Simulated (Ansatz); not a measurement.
# Wannier-function calculation of KF

- system: KF (2 atoms in the cell)
- method: maximally localised Wannier functions of PBE bands, plane waves, PAW, no spin polarisation (Ansatz 0.2.0)

The structure was built on a prototype by a generator. The geometry comes from this level: r2SCAN. It belongs to a series of runs on one base structure; here: anion s p.

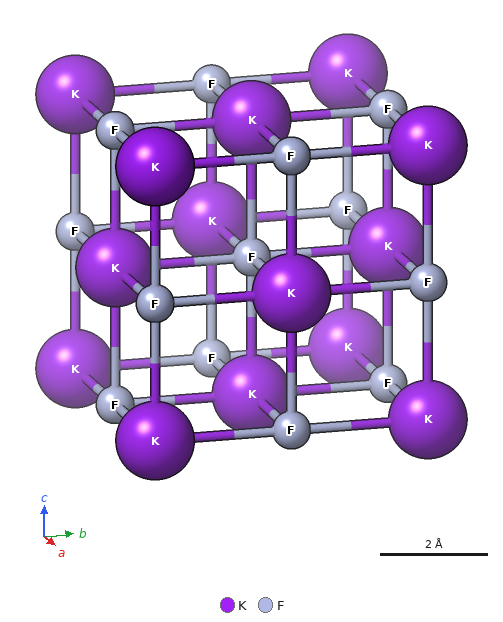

*The input geometry (ball-and-stick view of the cell 4 times as large as that of the calculation, set on its symmetry axes, seen slightly off an axis). An atom can appear more than once, as a periodic image.*

Near neighbours in the periodic cell (some may lie outside the picture): K has 6 F at 2.66 Å; F has 6 K at 2.66 Å.

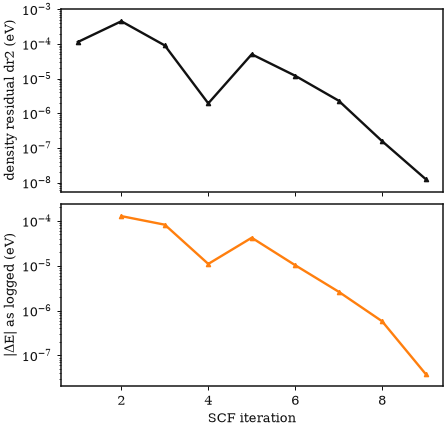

*Convergence of the self-consistent field: density residual dr2 and size of the energy change against the SCF iteration.*

The residual falls unevenly and jumps up by a factor of two or more 2 times on the way down.

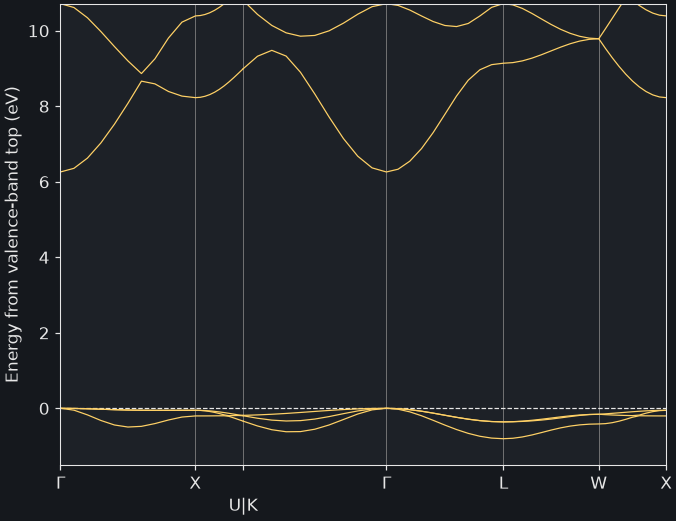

*Band structure along Γ–X–U|K–Γ–L–W–X, with energies from the valence-band top.*

There is a gap of 6.26 eV on this path, direct, at Γ.

These pictures come from the run below.

### Input file
```yaml
crystal:
  lattice:
    - [0.0, 2.6589605635, 2.6589605635]
    - [2.6589605635, 0.0, 2.6589605635]
    - [2.6589605635, 2.6589605635, 0.0]
  atoms:
    - { symbol: K, position: [0.0, 0.0, 0.0] }
    - { symbol: F, position: [0.5, 0.5, 0.5] }
kpoints:
  mp_grid: { grid: [6, 6, 6] }
  band_path:
    path:
      - [[0.0, 0.0, 0.0], [0.5, 5.269831107253e-35, 0.5], [0.625, 0.25, 0.625]]
      - [[0.375, 0.375, 0.75], [0.0, 0.0, 0.0], [0.5, 0.5, 0.5], [0.5, 0.25, 0.75], [0.5, 5.269831107253e-35, 0.5]]
    npoints: 10
hamiltonian:
  xc: pbe
scf:
  occupations: { method: fixed }
  n_extra_bands: 6
output:
  forces: false
  stress: false
  eigenvalues: true
  wannier:
    kmesh: [8, 8, 8]
    projections: [{ species: F, l: s, shell: 2 }, { species: F, l: p, shell: 2 }]
    minimise: true
    write_hr: true
    conv_tol: 1.0e-08
    max_iter: 3000
```

### File wannier.win
```
! ansatz wannier90 interface
! projections by site (counted from 0) and shell: 1 2S, 1 2P
! states of the run's bands (counted from 1): 2-2, 6-8
! their least projectability: 0.9668
num_bands = 4
num_wann  = 4
num_iter  = 2000
conv_tol = 1e-8
conv_window = 5
guiding_centres = true
write_hr = true

begin unit_cell_cart
Ang
                      0.0             2.6589605635             2.6589605635
             2.6589605635                      0.0             2.6589605635
             2.6589605635             2.6589605635                      0.0
end unit_cell_cart

begin atoms_frac
K                        0.0                      0.0                      0.0
F                        0.5                      0.5                      0.5
end atoms_frac

mp_grid = 8 8 8
```

Launch command:
```bash
ansatz run input.yaml --threads 4 --pin off --max-ram 3686MiB --backend cpu --events-out ev --progress --plain --runs-dir out
```

### What the program printed
```
scf.n_extra_bands = 6 over 8 filled bands (N_el = 16.0): the run solves 14 bands
Engine: ansatz 0.2.0, x86_64-unknown-linux-gnu
Pseudopotentials: kind: paw
Pseudopotential: K, paw, valence charge 9, recommended cutoff 420 eV (normal), K.paw.azcp
Pseudopotential: F, paw, valence charge 7, recommended cutoff 420 eV (normal), F.paw.azcp
Functional definition: PBE
  parameter kappa = 0.804
  parameter beta = 0.06672455060314922
  exchange = pbe_x(kappa = kappa, mu = beta*pi^2/3)
  correlation = pbe_c(beta = beta)
Crystal: 2 atoms, lattice volume = 37.598 Å³
Basis set: ecut = 420 eV, 725 PW (Γ)
Bands: 14, of which v1, the nominal top of the filled ones, is band 8 counted from 1 (7 counted from 0)
Symmetry: 48 space group operations
Space group: Fm-3m (ITA 225), of the structure as read, at distance tolerance 3.4e-5 Å
k-points: 16 of 216
Non-local potential: K, projectors of the file, l = 0: 3, l = 1: 2, l = 2: 2
Non-local potential: F, projectors of the file, l = 0: 2, l = 1: 2, l = 2: 1
PAW form: soft (Blöchl's): semilocal exchange-correlation on the pseudo side does not see the compensation charge
PAW one-centre angular grid: K, 110 points (default); XC on 64 Gauss nodes
PAW one-centre angular grid: F, 110 points (default); XC on 64 Gauss nodes
Initial density: superposition of atomic densities (neutral atoms: chi_scale 0, normalization atom), corrected by the library's trained network
Initial wavefunctions: pseudopotential atomic-orbital guess
Functional: x = pbe(κ = 0.804, μ = 0.2195149727645171), c = pbe(β = 0.06672455060314922)
SCF iter   1: F=—  HF=-2348.790368 eV  |F-HF|=—  |Δ(HF+E_count)|=         —  Δρ=7.59e-4  dr2=1.14e-4  ethr=1.77e-3  ⟨swp⟩=4.1  Hψ=1129  notcnv=0  defer=51
preconditioner: auto → none  [insulator: Δε(μ)=6.256 eV  Ē_g=18.678 eV  n_scr=14 (ndim 8)  ℏωp=22.7 eV  f_vac=0.119  ε∞_Penn≈2.5]
SCF iter   2: F=—  HF=-2348.790497 eV  |F-HF|=—  |Δ(HF+E_count)|=   1.28e-4  Δρ=1.27e-3  dr2=4.52e-4  ethr=7.12e-7  ⟨swp⟩=2.1  Hψ=515  notcnv=0  defer=62
SCF iter   3: F=—  HF=-2348.790414 eV  |F-HF|=—  |Δ(HF+E_count)|=   8.24e-5  Δρ=5.36e-4  dr2=9.05e-5  ethr=7.12e-7  ⟨swp⟩=2.0  Hψ=323  notcnv=0  defer=46
SCF iter   4: F=—  HF=-2348.790403 eV  |F-HF|=—  |Δ(HF+E_count)|=   1.10e-5  Δρ=1.13e-4  dr2=1.93e-6  ethr=5.65e-7  ⟨swp⟩=2.0  Hψ=256  notcnv=0  defer=31
SCF iter   5: F=—  HF=-2348.790446 eV  |F-HF|=—  |Δ(HF+E_count)|=   4.22e-5  Δρ=4.14e-4  dr2=5.04e-5  ethr=1.20e-8  ⟨swp⟩=2.9  Hψ=404  notcnv=0  defer=58
SCF iter   6: F=—  HF=-2348.790435 eV  |F-HF|=—  |Δ(HF+E_count)|=   1.03e-5  Δρ=2.03e-4  dr2=1.21e-5  ethr=1.20e-8  ⟨swp⟩=2.0  Hψ=309  notcnv=0  defer=54
SCF iter   7: F=—  HF=-2348.790433 eV  |F-HF|=—  |Δ(HF+E_count)|=   2.64e-6  Δρ=8.88e-5  dr2=2.31e-6  ethr=1.20e-8  ⟨swp⟩=2.0  Hψ=309  notcnv=0  defer=49
SCF iter   8: F=—  HF=-2348.790432 eV  |F-HF|=—  |Δ(HF+E_count)|=   5.79e-7  Δρ=2.32e-5  dr2=1.57e-7  ethr=1.20e-8  ⟨swp⟩=2.0  Hψ=242  notcnv=0  defer=44
SCF iter   9: F=-2348.790432 eV  HF=-2348.790432 eV  |F-HF|=1.10e-8  |Δ(HF+E_count)|=   3.89e-8  Δρ=6.63e-6  dr2=1.27e-8  ethr=6.25e-10  ⟨swp⟩=6.6  Hψ=1098  notcnv=0
SCF 1 converged in 9 iterations: F = -2348.790432 eV  dr2 = 1.27e-8
  greatest PAW one-centre occupation: 0.988 electrons in one spin orbital (limit 2), on the K atom at site 0 (counted from 0), in its partial waves of l = 0
NSCF: frozen V_eff on 62 k-points
NSCF: frozen V_eff on 32 k-points
the Wannier pass solved 32 of the 512 points of its mesh, and has the states at the others by symmetry: states obtained by the crystal's operations at points that were solved too leave a residual of 4.84e-13 eV (read by the count's bands and the next), within 5.56e-6 eV
SCF converged after 9 iterations
Free energy (F): -2348.790432 eV
Harris-Foulkes:  -2348.790432 eV  (|F-HF|=1.10e-8)
Internal energy: -2348.790432 eV  (E = F + TS)
E sigma→0 (E₀):  -2348.790432 eV
Fermi energy:    1.562858 eV
--- Per-component energies (eV) ---
  E_band       = -123.240106
  E_kinetic    = 462.549965
  E_local      = -1103.575097  (includes V_loc(G=0)·N_el)
  E_nonlocal   = 85.975498
  E_hartree    = 397.867292
  E_xc         = -216.532290
  E_vxc        = -269.177850  (∫ρ·V_xc dr)
  E_paw        = -982.226261  (= ΣΔE_a)
  E_vpaw       = -94.746118  (= ΣTr[D̂ρ^β])
  E_aug_tail   = 0.002077  (compensation charges beyond the density's cutoff)
  E_ewald      = -992.851616
  E_smearing   = -0.000000  (= −TS)
  E_closure    = 0.000000  (closes the sum)
  Σ components = -2348.790432   (vs F -2348.790432, Δ=0.00e0)
--- Band table (eV; the first three rows and the last of 16) ---
  k-point 0: bands = ["-24.5205", "-17.0980", "-7.7601", "-7.7601", "-7.7601", "1.5629", "1.5629", "1.5629", "7.8217", "12.2790", "12.2790", "12.2790", "13.9251", "13.9251"]
  k-point 1: bands = ["-24.4955", "-17.1215", "-7.8318", "-7.7696", "-7.7696", "1.3270", "1.4700", "1.4700", "8.5724", "11.9016", "12.6381", "12.6381", "14.1802", "14.1802"]
  k-point 2: bands = ["-24.4448", "-17.1692", "-7.9731", "-7.7883", "-7.7883", "0.9302", "1.2902", "1.2902", "10.1252", "11.7130", "13.3550", "13.3550", "14.9859", "14.9859"]
  k-point 15: bands = ["-24.3949", "-17.1388", "-8.2543", "-8.0731", "-7.8827", "1.2370", "1.3764", "1.4481", "10.5461", "12.2561", "12.5850", "15.0893", "15.7291", "16.7389"]
Wannier search: line search 1 of at most 3000: gauge-dependent spread (as the search counts it) 0.6008303 Å², largest recent change 6.8e-4 Å² and fall left 1.5e-8 Å² against conv_tol 1.0e-8 Å², 0 stops escaped
```

### Results in brief

- outcome: converged
- space group (tolerance 0.01 Å): Fm-3m (225)
- electrons treated: 16
- free energy: −2348.7904 eV
- total spread of the Wannier functions: 2.397 Å²
- Fermi energy: 1.563 eV
- gap on the k-point mesh: 6.26 eV
- hardware: 4 threads of Intel Xeon (Sapphire Rapids), 16 GiB of memory available, shared host
- wall time: 0.88 s (CPU time 2.5 s)
- peak memory: 0.37 GiB
